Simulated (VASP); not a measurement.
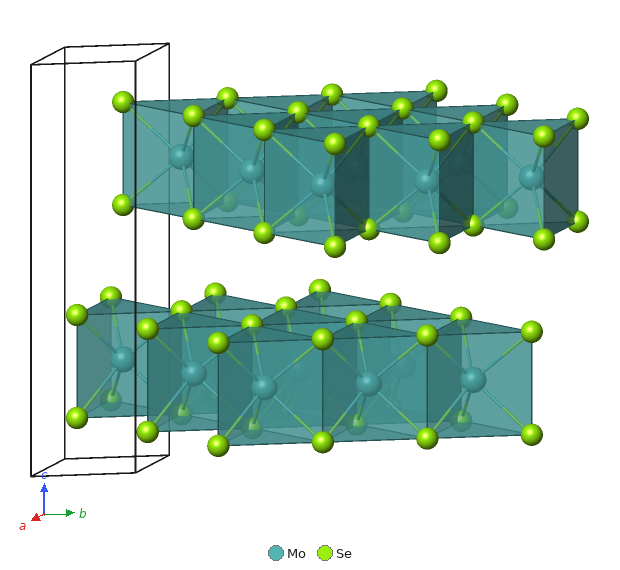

Polyhedra are drawn about Mo (bonds: Mo–Se below 2.8 Å); other atoms are plain spheres.

MoSe₂ (space group P6_3/mmc, No. 194): an entry of the Crystallography Open Database, as set up for an electronic-structure calculation.

Q: What figure surrounds each Mo atom, and what does it share with the other drawn polyhedra?

A: Mo: MoSe6 trigonal prism, sharing edges with six neighbours.

Q: What is the connectivity of the polyhedra: isolated, groups, chains, layers or framework?

A: They form layers of edge-sharing trigonal prisms parallel to (001).
